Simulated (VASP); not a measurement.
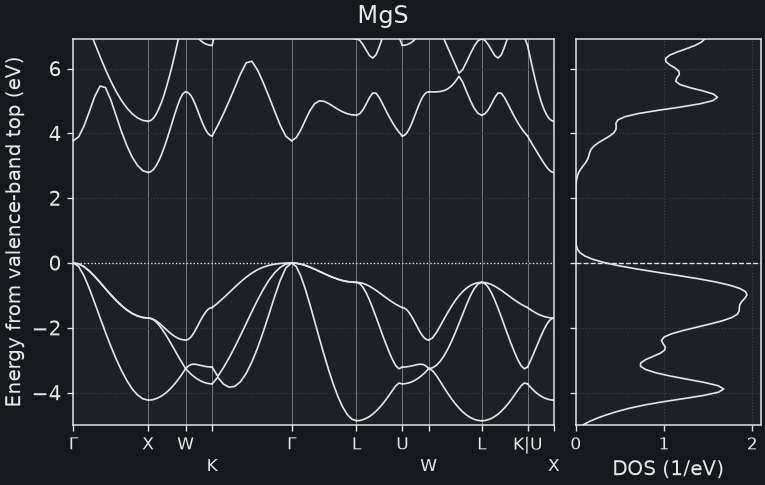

Band structure and density of states. Energies are counted from the top of the valence band. The DOS curve is built from the levels of the k mesh with Gaussians 0.55 eV wide, which also blur the band edges; ripples of that width can come from the mesh.

System: rocksalt MgS, space group Fm-3m, 2 atoms in the primitive cell.

```cif
data_structure
_symmetry_space_group_name_H-M 'P 1'
_symmetry_Int_Tables_number 1
_cell_length_a 3.6699
_cell_length_b 3.6699
_cell_length_c 3.6699
_cell_angle_alpha 60.000
_cell_angle_beta 60.000
_cell_angle_gamma 60.000
_cell_volume 34.95
loop_
_atom_site_label
_atom_site_type_symbol
_atom_site_fract_x
_atom_site_fract_y
_atom_site_fract_z
_atom_site_occupancy
Mg1 Mg 0.00000 0.00000 0.00000 1
S1 S 0.50000 0.50000 0.50000 1
```

VASP; PBE, VASP PAW PBE potentials, release 64 (Mg, S), no spin polarisation, no spin-orbit coupling, 10×10×10 k mesh, 520 eV cutoff, Gaussian smearing of 0.02 eV.

> What does the band structure say about the gap?

The bands leave a gap. The gap along this path is 2.79 eV and indirect, from the valence-band top at Γ to the conduction-band bottom at X; the smallest direct gap is 3.77 eV, at Γ.

> What are the direct gaps at K, Γ and X?

The direct gaps are 5.29 eV at K, 3.77 eV at Γ and 4.49 eV at X.

> How much do the top valence band and the lowest conduction band disperse along the path?

The top valence band spans 2.4 eV and the lowest conduction band 3.4 eV.

LDA, GGA and most meta-GGA functionals understate gaps. The cell was built from a pattern and not relaxed, so its bond lengths can be off.
